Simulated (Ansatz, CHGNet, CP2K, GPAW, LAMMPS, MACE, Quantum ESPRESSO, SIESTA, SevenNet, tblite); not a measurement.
**Glassy 72SiO2-17Al2O3-6BaO-6ZnO (mol %) (116 atoms): other programs against plane waves**

One geometry of glassy 72SiO2-17Al2O3-6BaO-6ZnO (mol %) (116 atoms) is solved by several programs and methods. How far do their forces lie from a plane-wave PBE run?

Results are calculated, not measured.

**1. The structure**

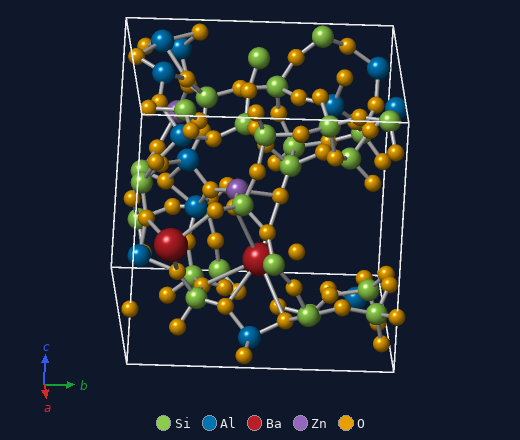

The cell (silicon green, aluminium blue, barium red, zinc purple, oxygen orange). Bonds to atoms that aren't drawn are left out. Some periodic images of atoms are drawn too.

The cell holds 116 atoms (26 Si, 12 Al, 2 Ba, 2 Zn and 74 O), with edges of 12.20, 12.20 and 12.20 Å. Recipe: 116 atoms (26 Si, 12 Al, 2 Ba, 2 Zn, 74 O) placed at random at 2.42 g/cm³, melted at 4000 K for 10 ps at fixed volume with the Morse and Coulomb pair potential with partial charges (Pedone, Malavasi, Menziani, Cormack and Segre, J. Phys. Chem. B 110, 11780 (2006)). Quenched from 4000 K to 300 K at 50 K/ps and fixed volume, held 5 ps. The density is 2.42 g/cm³.

**2. The reference input**

Quantum ESPRESSO 7.5: Kohn-Sham DFT, PBE, SSSP efficiency 1.3.0 pseudopotentials, plane waves. Its input, pw.in:

```
&control
  calculation = 'scf'
  pseudo_dir = './pseudo'
  outdir = './tmp'
  disk_io = 'none'
  tprnfor = .true.
  tstress = .true.
/
&system
  ibrav = 0
  nat = 116
  ntyp = 5
  ecutwfc = 60
  ecutrho = 480
  nosym = .true.
  occupations = 'smearing'
  smearing = 'fd'
  degauss = 0.003675
/
&electrons
  conv_thr = 5.8e-07
  electron_maxstep = 100
  mixing_beta = 0.4
  mixing_mode = 'plain'
  diagonalization = 'david'
/
ATOMIC_SPECIES
Si 28.085 Si.upf
Al 26.982 Al.upf
Ba 137.327 Ba.upf
Zn 65.380 Zn.upf
O 15.999 O.upf
CELL_PARAMETERS angstrom
12.20210 0.00000 0.00000
0.00000 12.20210 0.00000
0.00000 0.00000 12.20210
ATOMIC_POSITIONS crystal
Si 0.16275 0.64343 0.56627
Si 0.73998 0.48695 0.83144
Si 0.80655 0.94506 0.92861
Si 0.22176 0.30168 0.77630
[... 110 atom lines left out ...]
O 0.75365 0.61958 0.84575
O 0.17144 0.10299 0.12812
K_POINTS gamma
```

```console
$ OMP_NUM_THREADS=1 mpirun -np 4 pw.x -in pw.in > output.txt
```

Run time: 9.9 min. Hardware: 4 MPI ranks of Arm Neoverse V1, shared host; peak memory 6.5 GiB.

It converged with an r.m.s. force component of 1.3 eV/Å and a pressure of 2.1 GPa.

Its highest filled and lowest empty levels lie 2.50 eV apart on its k-points.

**3. What was run beside it**

- CHGNet: machine-learned potential, published weights.
- CP2K 2026.2: Gaussian basis with GTH pseudopotentials and a plane-wave density; labels give functional, basis (MOLOPT sets; SR short-range, UZH the newer set with its own potentials), grid cutoff/relative cutoff and solver (OT: orbital transformation; TRS4, TC2, SIGN: linear-scaling purification with its sparsity filter), or its built-in tight binding.
- GPAW 26.7.0: PAW with atomic orbitals (LCAO), plane waves or a real-space grid of spacing h.
- MACE: machine-learned potential, published weights.
- SIESTA 5.4.2: numerical atomic orbitals, whose automatically made sets are far from complete, with PseudoDojo norm-conserving potentials that we converted to its format (checked against plane waves on the same files for H, C, O, Si, Ge and Ca alone); labels give functional, basis size, energy shift and mesh cutoff.
- SevenNet: machine-learned potential, published weights.

All use the same cell and atoms, and the electronic-structure runs the same k-mesh.

**4. Side by side**

Differences are against the reference: forces as r.m.s. over components, share as that over the reference's r.m.s. force, slope as the fitted ratio of a run's forces to the reference's.

```
                                                                      run  Δ force, r.m.s. (meV/Å)  share (%)  slope  Δ pressure (GPa)  Δ gap (eV)  cores  CPU time  memory (GiB)
                                                                reference                        -          -      -                 -           -      4    40 min           6.5
                                                   CHGNet 0.3.0 potential                      149       11.6  0.977            -0.322           -      1     4.7 s           1.4
                           CP2K PBE, DZVP-UZH, 800/50 Ry, diagonalisation                     93.7       7.28  0.969            -0.210     -0.0659      4    12 min           9.1
CP2K PBE, SZV-MOLOPT-SR, 800/50 Ry, TRS4 filter 1e-05, SCF 1e-06 (coarse)                      992       77.0  1.338              16.4           -      2     2 min           3.5
CP2K PBE, SZV-MOLOPT-SR, 800/50 Ry, TRS4 filter 1e-06, SCF 1e-06 (coarse)                      992       77.0  1.339              16.4           -      2   2.2 min           3.5
CP2K PBE, SZV-MOLOPT-SR, 800/50 Ry, TRS4 filter 1e-07, SCF 1e-07 (coarse)                      987       76.6  1.337              16.4           -      2   2.9 min           3.5
             CP2K PBE, SZV-MOLOPT-SR, 800/50 Ry, diagonalisation (coarse)                      986       76.5  1.336              16.4      -0.903      2     6 min           6.7
                                             GPAW PBE, LCAO dzp, h 0.18 Å                      281       21.8  1.123                 -      -0.142      2   5.6 min           2.8
                                    GPAW PBE, LCAO dzp, h 0.28 Å (coarse)                     1843        143  1.047                 -      -0.128      1   2.2 min          0.93
                                            GPAW RPBE, LCAO dzp, h 0.18 Å                      329       25.6  1.144                 -     -0.0501      2   5.5 min           2.6
                                              MACE MP-0b2 small potential                      116       9.04  0.963            -0.142           -      1     8.7 s          0.68
                     SIESTA PBE, DZP, shift 0.01 Ry, mesh 100 Ry (coarse)                      169       13.1  1.055              2.15     -0.0358      2   2.1 min          0.92
                              SIESTA PBE, DZP, shift 0.01 Ry, mesh 500 Ry                      161       12.5  1.055              2.10     -0.0363      4    12 min           4.4
                      SIESTA PBE, SZ, shift 0.01 Ry, mesh 500 Ry (coarse)                     1002       77.8  1.344              14.2      -0.703      1   3.3 min           1.5
                      SIESTA PBE, SZ, shift 0.02 Ry, mesh 500 Ry (coarse)                      900       69.9  1.313              7.47       -0.91      1     3 min           1.3
                     SIESTA PBE, SZP, shift 0.01 Ry, mesh 500 Ry (coarse)                      385       29.9  1.188              6.37      0.0882      2   9.1 min           3.3
                                                     SevenNet 0 potential                      103       7.98  0.968            -0.355           -      1      10 s           1.0
```

Rows marked coarse were listed beforehand as settings not expected to be converged; some can still land near the reference.

Times of the machine-learned potentials are mostly Python's start and the loading of weights.

Left out of this page: tblite IPEA1-xTB (killed or ended with an error).

Runs without a result: CP2K GFN1-xTB, diagonalisation (not converged); tblite GFN2-xTB (not converged); SIESTA PBE, SZ, shift 0.02 Ry, mesh 500 Ry, order-N, radius 5.5 Å, eta -2.4 eV (stopped at the start); SIESTA PBE, SZ, shift 0.02 Ry, mesh 500 Ry, order-N, radius 4.5 Å, eta -2.4 eV (stopped at the start).

CPU time is summed over cores on shared hosts, so it is rough.

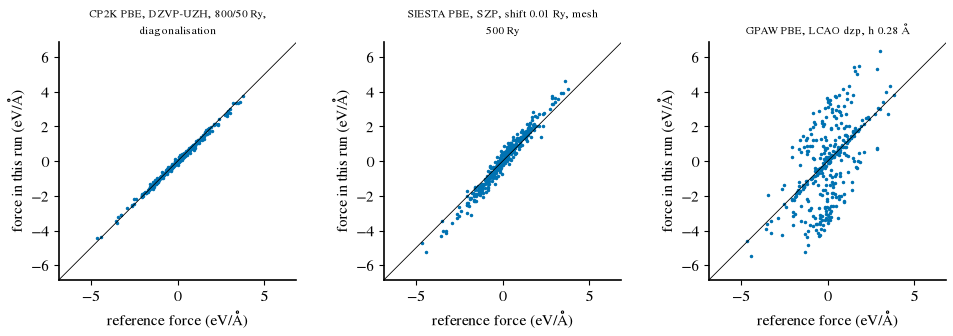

Force components against those of the reference; the line marks equality.

**5. Findings**

Forces lie from 7.3 % (CP2K PBE, DZVP-UZH, 800/50 Ry, diagonalisation) to 143 % (GPAW PBE, LCAO dzp, h 0.28 Å, coarse) of the reference's r.m.s. force of 1.3 eV/Å away from it. The PBE runs in local orbitals, coarse settings apart, differ by 7.3 % (CP2K PBE, DZVP-UZH, 800/50 Ry, diagonalisation) to 22 % (GPAW PBE, LCAO dzp, h 0.18 Å); basis, grid and potentials can all enter. Machine-learned potentials differ by 8.0 % (SevenNet 0 potential) to 12 % (CHGNet 0.3.0 potential); they were trained on other programs' data. Rows with another functional or a dispersion term differ by 26 % (GPAW RPBE, LCAO dzp, h 0.18 Å), which mixes the change of model with differences of basis and potentials.

Runs with settings chosen to be coarse differ by 13 % (SIESTA PBE, DZP, shift 0.01 Ry, mesh 100 Ry) to 143 % (GPAW PBE, LCAO dzp, h 0.28 Å), their programs' other errors included. SIESTA PBE, SZP, shift 0.01 Ry, mesh 500 Ry stiffens the forces by a factor of 1.19 while following their directions (correlation 0.981). From GPAW PBE, LCAO dzp, h 0.28 Å to the finer GPAW PBE, LCAO dzp, h 0.18 Å the share falls from 143 to 22 %. From SIESTA PBE, DZP, shift 0.01 Ry, mesh 100 Ry to the finer SIESTA PBE, DZP, shift 0.01 Ry, mesh 500 Ry the share goes from 13.1 to 12.5 %, so the grid isn't what parts these runs from the reference. Pressures at PBE, coarse settings apart, lie -0.21 to +2.10 GPa from the reference's. Gaps at PBE, coarse settings apart, lie -0.14 to -0.04 eV from the reference's.

**Limits.** The potentials hold different valence shells: 644 electrons in the reference, 628 in CP2K with SZV-MOLOPT-SR and 628 in GPAW; this bears on time and differences. The reference's pressure holds the uncorrected Pulay stress of its 60 Ry basis, so small pressure differences may be the reference's own error. Machine-learned potentials mimic data converged in k, so the reference's own k-point error enters their differences. The quench rate of 50 K/ps is many orders above laboratory rates, so the cell is likely richer in defects and strain than a real sample. The network of bonds at the start is that of the classical potential that made the cell, and needn't be the one that DFT or experiment would give. The reference's stress is far from hydrostatic: its diagonal is 3.3, 0.2, 2.9 GPa, compression counted positive. The electronic-structure runs sample only Γ, in a cell whose shortest periodic width is 12 Å. Spin–orbit coupling is left out, which matters for the levels of the heavy elements. Where levels are smeared, the DFT runs use Fermi–Dirac occupations at 580 K (0.05 eV), and energies are free energies. The reference's cutoffs and mesh weren't converged further here.

[Logs are printed without paths, hosts, clocks, repeated set-up lines and the standing remarks that a program may print on its own settings, such as how far it seeks lower states.]

[Hosts, paths, dates, database ids (printed as entryN), source tags and the programs' standing remarks are cut or masked in the printed files.]

[Cells were taken only where this reference lay near another plane-wave run.]
